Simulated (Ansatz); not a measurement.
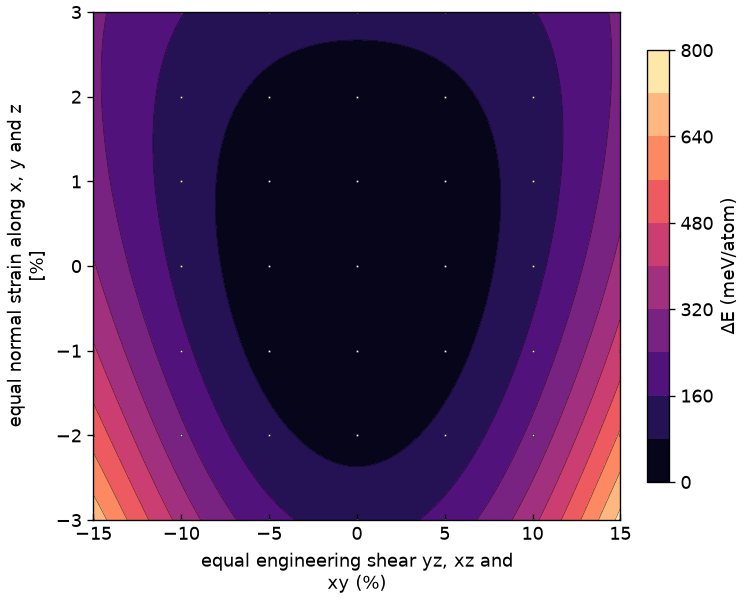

Pt (Fm-3m, No. 225; 1 atom in the cell). The energy is mapped over two homogeneous strains (x, y and z along the cube axes). First axis: equal engineering shear yz, xz and xy. Second axis: equal normal strain along x, y and z. Nothing is relaxed (symmetry fixes all fractional coordinates). The grid has 7 × 7 points. Points are written as (first, second). All energies are given in meV/atom relative to the lowest grid point. This map comes from DFT LDA, scalar-relativistic, plane waves, PAW in Ansatz 0.2.0. Settings: cutoff 420 eV, k-mesh 20×20×20, gaussian smearing 0.15 eV, no spin polarisation.

In the figure: filled contours, dots at the grid points. Between grid points the surface is interpolated.

The lowest grid point is at (0 %, 0 %). It is the only kind of minimum in the scanned range. The highest grid point, (15 %, −3 %), lies 746 meV/atom above the lowest. Round the minimum the two coordinates are nearly uncoupled.

The level of theory is changed to DFT PBE, scalar-relativistic, plane waves, PAW (Ansatz); with it change the cell, relaxed at the new level (first cell vector 2.807 Å, before 2.753 Å).

Question: How does the landscape change?

Answer: The lowest place stays at (0 %, 0 %). The span from the lowest to the highest grid point shrinks from 746 to 643 meV/atom. The curvature at the minimum changes from about 250 to 194 GPa along the first coordinate and from about 2800 to 2200 GPa along the second coordinate.

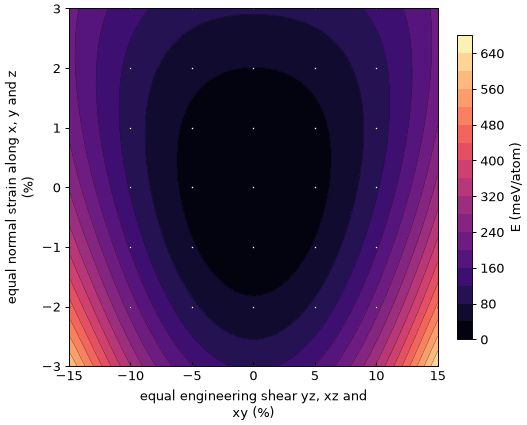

The map after the change, on a colour scale of its own. In the figure: filled contours, dots at the grid points. Between grid points the surface is interpolated.

PAW datasets: the set soft_1.
